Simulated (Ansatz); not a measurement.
Consider KNbO3.

```xyz
5
Lattice="4.0265 0.0000 0.0000 0.0000 4.0265 0.0000 0.0000 0.0000 4.0265" Properties=species:S:1:pos:R:3 pbc="T T T"
K     0.0000    0.0000    0.0000
Nb    2.0132    2.0132    2.0132
O     0.0000    2.0132    2.0132
O     2.0132    0.0000    2.0132
O     2.0132    2.0132    0.0000
```

Space group Pm-3m; a structure from a database of computed crystals, not necessarily the ambient phase.

Computed with DFT PBE, scalar-relativistic, plane waves, PAW (Ansatz).

**What can the converged valence pseudo-density and electron localisation function tell about the bonding?**

Nb–O (2.01 Å): ρ at the midpoint is about 0.83 e/Å³; the ELF peaks at about 0.80 in the valence shell of O, 0.6 Å from its nucleus, and drops to about 0.20 between the two atoms (no shared electron pair shows on this line).
K–O (2.85 Å): ρ is about 0.09 e/Å³ halfway; the ELF is about 0.05 at the midpoint; a closed-shell, largely ionic contact.

**Metal or insulator at this level of theory?**

It is gapped, with a Kohn–Sham gap of 1.5 eV on the k-point mesh, an upper bound to the gap of this method.

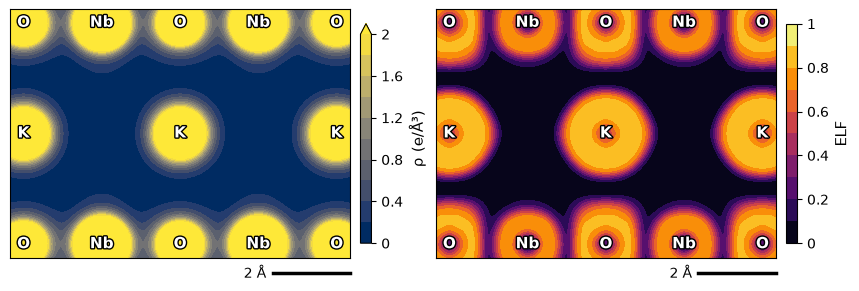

Computed valence pseudo-density and electron localisation function on the (101̄) plane of the conventional cell, in this order. 

In a PAW calculation such maps are meaningful between the atoms, not at the nuclei.
